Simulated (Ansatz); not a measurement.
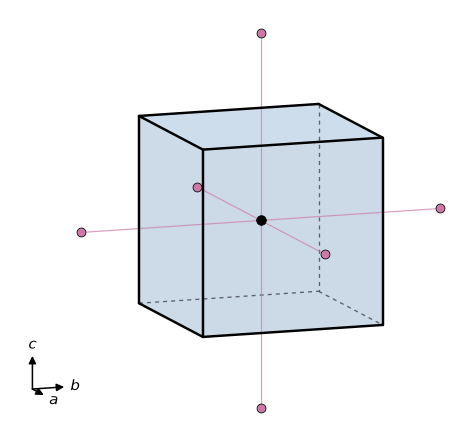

For Mo, coordinates from a relaxation with DFT, r2SCAN, plane waves (500 eV) with PAW, scalar-relativistic in Ansatz 0.2.0; the starting structure was generated, so it need not be a known form of this composition: the Wigner–Seitz cell of the crystal's lattice, with lines to the lattice points that define its faces. All values are computed from the atomic coordinates in the standard setting (tolerance 0.002 Å).

a = 5.025 Å, b = 5.025 Å, c = 5.025 Å, α = 90.00°, β = 90.00°, γ = 90.00°; lattice centring P.

Q: Describe the polyhedron.

A: A parallelepiped: 6 faces (6 with 4 edges), 12 edges, 8 vertices. Its volume is that of the primitive cell, 126.9 Å³.

Q: Which lattice vectors do the faces bisect?

A:
| example | length (Å) | faces | edges of each | area (Å²) |
| --- | --- | --- | --- | --- |
| a | 5.03 | 6 | 4 | 25.3 |
